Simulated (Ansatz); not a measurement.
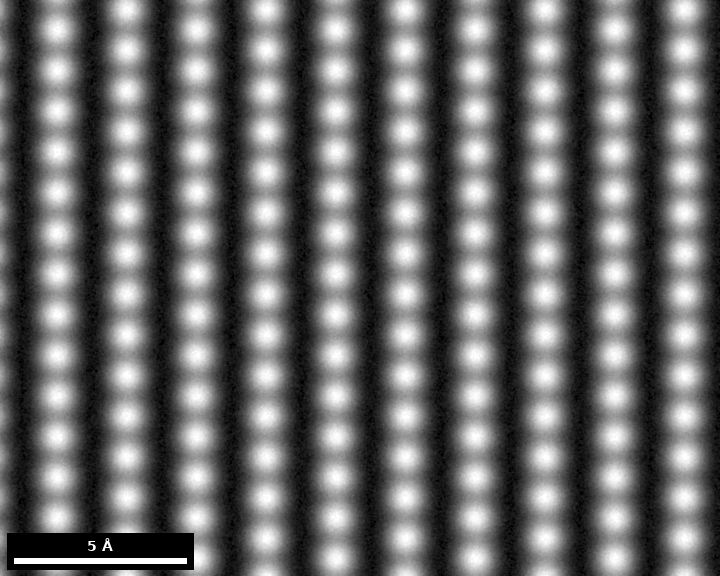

Integrated-DPC-like image of Cd (I4_1/amd, No. 141). Simulated as the projected potential of neutral atoms (B = 0.5 Å²) blurred by a 0.58 Å probe, the thin-sample limit of integrated differential phase contrast. The display is stretched by a gamma of 0.65; percentages refer to the linear signal. Shot noise was added. Structure used: the end point of a relaxation with Ansatz 0.2.0, DFT PBEsol, scalar-relativistic, plane waves, PAW; the starting structure was generated, so it need not be a known form of this composition.

```yaml
crystal:
  lattice:
    - [5.70072, 0.00000, 0.00000]
    - [0.00000, 5.70072, 0.00000]
    - [0.00000, 0.00000, 2.89775]
  atoms:
    - { symbol: Cd, position: [0.00000, 0.00000, 0.00000] }
    - { symbol: Cd, position: [0.00000, 0.50000, 0.25000] }
    - { symbol: Cd, position: [0.50000, 0.50000, 0.50000] }
    - { symbol: Cd, position: [0.50000, 0.00000, 0.75000] }
```

Question: Which beam direction gives this image, [201], [112], [101] or [210]? (Directions equivalent by symmetry count as one.)

Answer: [112]. The projected cells are 1.40 × 2.94 Å, 104° for [201]; 1.18 × 2.10 Å, 106° for [112]; 2.58 × 2.85 Å, 90° for [101]; 1.93 × 1.93 Å, 97° for [210], and the image repeats as the [112] one does.
